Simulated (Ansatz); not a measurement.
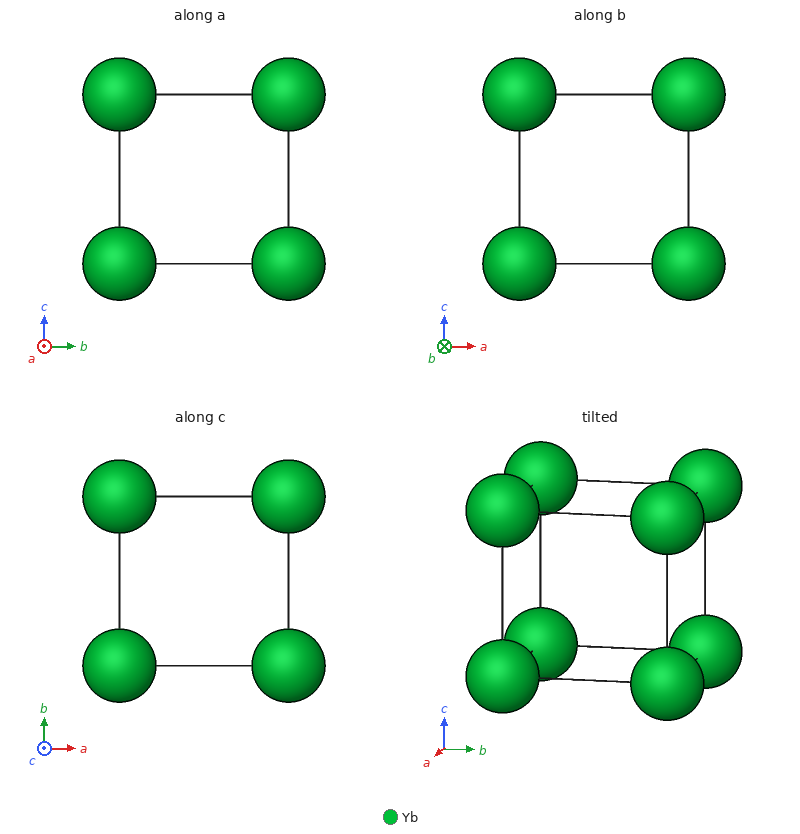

Spheres-only representation of a periodic structure, projected along the a axis, along the b axis, along the c axis and slightly off an axis. Thin lines show the conventional unit cell, with boundary atoms drawn in all their periodic places.

Lattice parameters: a = 3.518 Å, b = 3.518 Å, c = 3.518 Å, α = 90.00°, β = 90.00°, γ = 90.00°. Put a along x and b in the xy plane.

Q: Put the structure into a POSCAR file.

A:
```
Yb
1.0
     3.518    0.000    0.000
     0.000    3.518    0.000
     0.000    0.000    3.518
Yb
1
Direct
  0.0000 0.0000 0.0000
```

It goes back to a structure type filled with this element by a generator (whether the element takes this form wasn't checked). Earlier steps of the study may have refined or changed the cell and positions. It was run through Ansatz as a DFT input.
